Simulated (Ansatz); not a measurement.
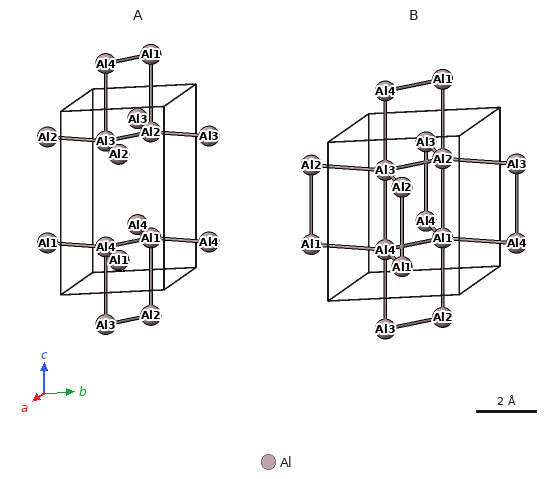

Two geometries of crystalline Al (a generated structure, set up in P6/mmm) (coarse preliminary run), drawn at one scale. One is the start of a relaxation, the other its converged end. The picture is a ball-and-stick view of the cell of the calculation, seen slightly off an axis.

These are results of Ansatz 0.2.0, DFT PBE, scalar-relativistic, plane waves, PAW, not measurements. (plane-wave cutoff 420 eV; k-point mesh 6 × 6 × 4; occupations gaussian; smearing width 0.1 eV; no spin polarisation; cell and atoms relaxed; force threshold 0.04 eV/Å; at most 70 steps)

> Which one is relaxed?

Structure B is the relaxed one. The largest moves relative to the cell, 0.21 Å, are those of Al1, Al2, Al3 and Al4. Al1 goes along +c. Cell: a = b 3.577 → 4.549 Å (+27.2 %), c 6.364 → 5.505 Å (−13.5 %). Volume +39.9 %. Some distances before and after: Al1–Al2 3.674 → 2.753 Å, Al1–Al4 2.065 → 2.626 Å, Al1–Al2 (another image) 2.689 → 2.753 Å. New bonds form: Al1–Al2 (3.67 → 2.75 Å), Al3–Al4 (3.67 → 2.75 Å). The space group stays P6/mmm (No. 191). After 10 accepted moves (12 points after the start) the energy has fallen by 2088 meV per atom. Largest force component: 0.16 eV/Å at the start, under 0.0001 eV/Å at the end. Pressure: 60.30 GPa at the start and 0.00 GPa at the end. At 2 points the geometry stayed and the basis and grid were re-selected for the new cell (energy shift of 36.1 meV per atom at most each time).
